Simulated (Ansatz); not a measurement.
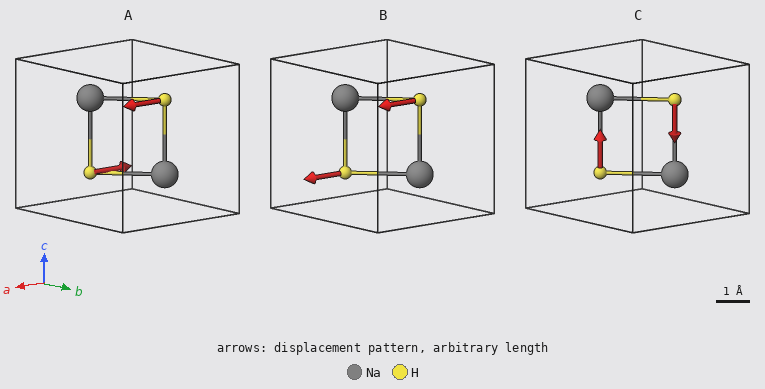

Modes of crystalline NaH (a generated structure), space group P6₃/mmc (No. 194), at the zone centre (one member of each degenerate set). The red arrows give the relative displacements of the atoms. A ball-and-stick model of the cell of the calculation, seen from a free direction.

All numbers below come from Ansatz 0.2.0, DFT PBE, scalar-relativistic, plane waves, PAW.

Frequencies are those without the non-analytic (LO–TO) term.

> Which are infrared-active and which Raman-active?

A is E₂g, Raman-active by symmetry (728 cm⁻¹). B is E₁u, infrared-active by symmetry (630 cm⁻¹). C is B₁g, silent by symmetry (neither infrared- nor Raman-active) (808 cm⁻¹). The crystal has a centre of inversion, so no mode is both.
